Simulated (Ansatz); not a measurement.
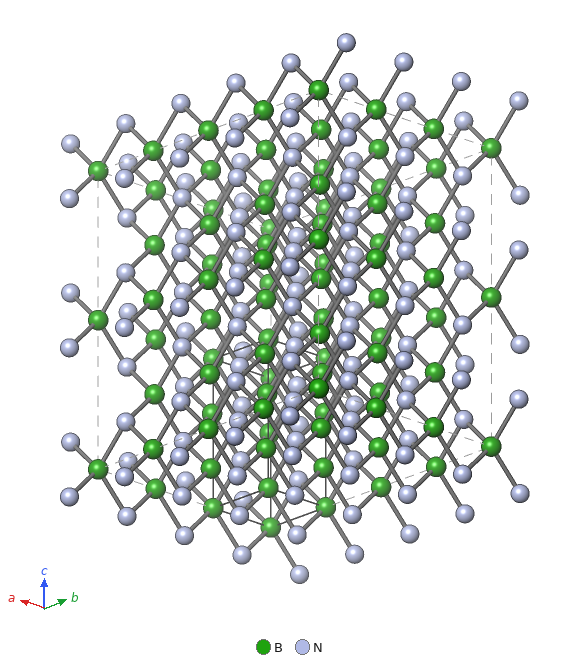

This ball-and-stick model is shown from a general direction. The conventional unit cell (solid box) is repeated to 3×4×2 cells. Some neighbours outside the box are added. Cell: a = 2.284 Å, b = 2.284 Å, c = 4.568 Å, α = 90.00°, β = 90.00°, γ = 90.00°.

What is this?

Chemical formula BN. Its lattice is body-centred tetragonal, its space group I-4m2 (No. 119). Atoms per cell: 4 (2 B, 2 N). B bonds to four N at about 1.6 Å. Each N atom is coordinated by four B at about 1.6 Å. The bonds build a three-dimensional framework.

The structure comes from a structure listed in the Materials Project. The cell was then strained or its atoms displaced on purpose. Ansatz was used for an electronic-structure calculation on it.
